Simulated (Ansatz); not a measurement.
**TaSi: density, localisation and related maps**

```cif
data_structure
_symmetry_space_group_name_H-M 'P 1'
_symmetry_Int_Tables_number 1
_cell_length_a 6.3267
_cell_length_b 6.3267
_cell_length_c 6.3267
_cell_angle_alpha 90.000
_cell_angle_beta 90.000
_cell_angle_gamma 90.000
_cell_volume 253.24
loop_
_atom_site_label
_atom_site_type_symbol
_atom_site_fract_x
_atom_site_fract_y
_atom_site_fract_z
_atom_site_occupancy
Ta1 Ta 0.50000 0.00000 0.00000 1
Ta2 Ta 0.00000 0.50000 0.00000 1
Ta3 Ta 0.00000 0.00000 0.50000 1
Ta4 Ta 0.50000 0.50000 0.50000 1
Ta5 Ta 0.75000 0.25000 0.25000 1
Ta6 Ta 0.25000 0.75000 0.25000 1
Ta7 Ta 0.25000 0.25000 0.75000 1
Ta8 Ta 0.75000 0.75000 0.75000 1
Si1 Si 0.00000 0.00000 0.00000 1
Si2 Si 0.50000 0.50000 0.00000 1
Si3 Si 0.50000 0.00000 0.50000 1
Si4 Si 0.00000 0.50000 0.50000 1
Si5 Si 0.25000 0.25000 0.25000 1
Si6 Si 0.75000 0.75000 0.25000 1
Si7 Si 0.75000 0.25000 0.75000 1
Si8 Si 0.25000 0.75000 0.75000 1
```

Space group Fd-3m; started from the NaTl (B32)_227 prototype, which need not be the ambient phase.

Level of theory: DFT PBE, scalar-relativistic, plane waves, PAW (Ansatz 0.2.0).

Core electrons are frozen (PAW), and the valence fields are smoothed inside the atomic spheres.

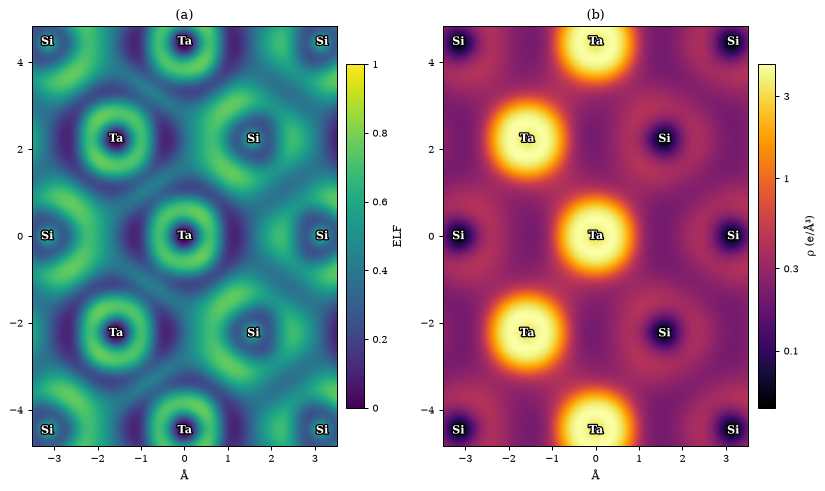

Figure 1. (a) ELF; (b) valence electron density on the (110) plane of the conventional cell.

> Describe what can be read from this map.

- Atoms in the plane: Ta and Si.
- Ta–Ta (2.74 Å): ρ is about 0.41 e/Å³ halfway; the ELF is about 0.45 at the midpoint.
- Ta–Si (2.74 Å): ρ at the midpoint is about 0.33 e/Å³; the ELF peaks at about 0.75 in the valence shell of Si, 0.9 Å from its nucleus, and is about 0.40 at the midpoint.
- Ta–Si (3.16 Å): the density is about 0.21 e/Å³ at the midpoint; the ELF peaks at about 0.70 in the valence shell of Si, 0.9 Å from its nucleus, and is about 0.35 at the midpoint.
- Between the atoms the lowest density in this plane is 0.21 e/Å³.
- The features right at Ta lie inside the PAW spheres, where the map follows smoothed inner orbitals and isn't to be read closely.

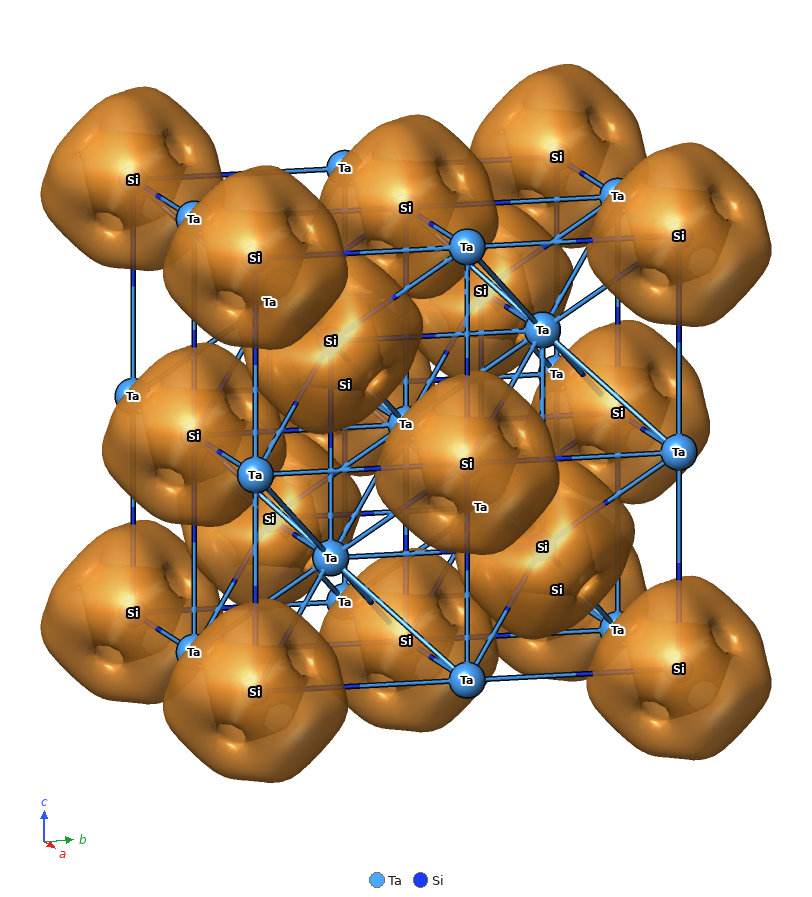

Figure 2. Isosurface of the electron localisation function at 0.55 (orange), seen slightly off an axis. Core shells and regions of very low density are left out. Sticks mark near contacts.

> Where are the electrons localised?

At this value the surface marks out eight regions wrapped around Si (the valence shell of each), counted in one cell of 16 atoms. Any copies at cell faces, edges or corners count once.

> Does the calculation give a band gap?

It is gapless in this calculation (a metal or semimetal).
